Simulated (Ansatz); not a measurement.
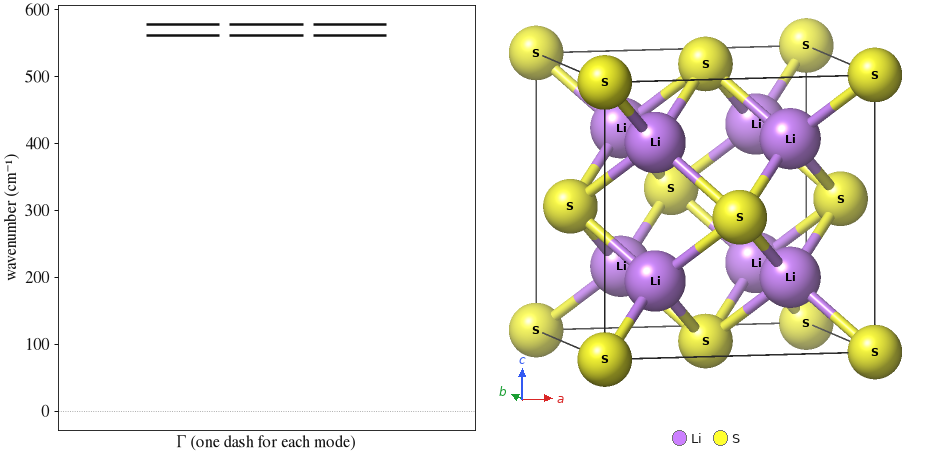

The picture above shows the zone-centre optical phonon frequencies (the three acoustic modes are left out) for Li₂S, space group Fm-3m (No. 225). The conventional cell is drawn beside the plot.

Starting cell:
```cif
data_structure
_symmetry_space_group_name_H-M 'P 1'
_symmetry_Int_Tables_number 1
_cell_length_a 3.5602
_cell_length_b 3.5602
_cell_length_c 3.5602
_cell_angle_alpha 60.000
_cell_angle_beta 60.000
_cell_angle_gamma 60.000
_cell_volume 31.91
loop_
_atom_site_label
_atom_site_type_symbol
_atom_site_fract_x
_atom_site_fract_y
_atom_site_fract_z
_atom_site_occupancy
Li1 Li 0.25000 0.25000 0.25000 1
Li2 Li 0.75000 0.75000 0.75000 1
S1 S 0.00000 0.00000 0.00000 1
```

Calculation (Ansatz 0.2.0): harmonic phonon frequencies at the zone centre with atoms at rest in the given cell, without the long-range term of polar modes, the three translations left out, imaginary frequencies are negative; plane waves with PAW datasets, Γ-centred k mesh. Level: LDA, no spin polarisation.

```tsv
setting	value
wave cutoff	420 eV
k mesh	8×8×8
occupations	fixed
pressure	25 GPa
phonon method	linear response
```

### Is the structure dynamically stable by these modes?

No frequency is imaginary, so the structure is stable to these displacements (zone-boundary modes weren't tested here).

### Where does the highest mode lie?

The highest mode lies at 577.9 cm⁻¹ (without the field of polar modes).
